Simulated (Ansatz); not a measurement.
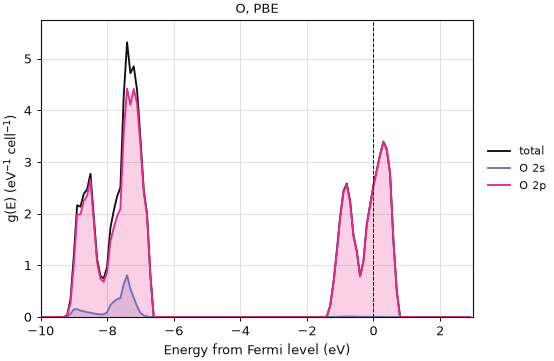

Density of states of O, space group R-3m, 2 atoms in the cell. Computed with Ansatz: DFT PBE, scalar-relativistic, plane waves, PAW, no spin polarisation, 6×6×6 k mesh, 420 eV cutoff. Energies are counted from the Fermi level. The partial curves are projected on Löwdin-orthogonalised atomic shells.

It is a metal. The density of states at the Fermi level isn't well fixed here: it changes fast, and within 0.3 eV it runs from 1.1 to 3.4 per eV and cell. The tallest peak in the window is at −7.4 eV; by projected weight it is O 2p (85 %) and O 2s (15 %).

The atoms aren't at rest in this cell (largest force 2.6 eV/Å), so the relaxed material can differ. The cell is at 5 GPa in this functional. The run has no spin polarisation, and a density of states this high at the Fermi level may favour a magnetic state. The k mesh is coarse, so the curve is spiky and fine features aren't converged.
